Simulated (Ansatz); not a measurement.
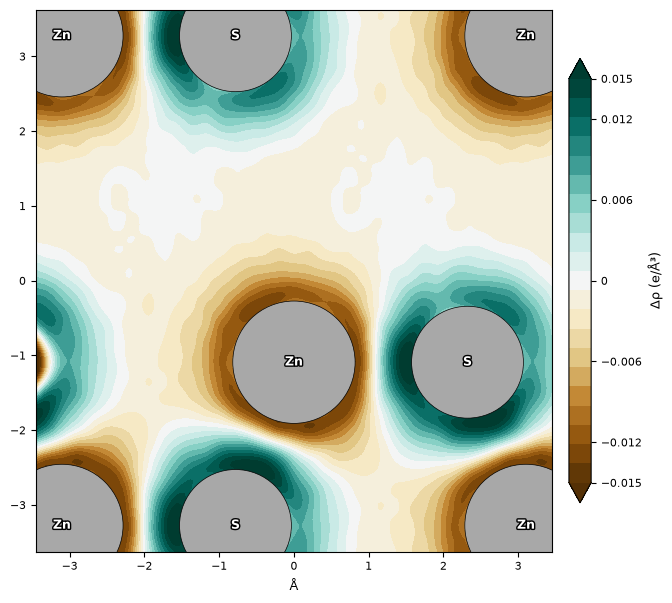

ZnS. Difference of the valence pseudo-densities of two functionals at the same geometry, on the (110) plane of the calculation cell: r2SCAN less PBEsol.

Both computed with Ansatz (plane waves, PAW), on the same k-point mesh. Grey discs cover the atomic cores.

```
Zn S
1.0
     3.78187    0.00000    0.00000
    -1.89094    3.27520    0.00000
     0.00000    0.00000    6.20809
Zn S
2 2
Direct
  0.33333 0.66667 0.00049
  0.66667 0.33333 0.50049
  0.33333 0.66667 0.37451
  0.66667 0.33333 0.87451
```

### What does the difference map show?

Against PBEsol, r2SCAN gives less density around Zn (−0.011 e/Å³ on average at 1.0 Å from the nucleus) and more density around S (+0.012 e/Å³ on average at 0.9 Å from the nucleus).
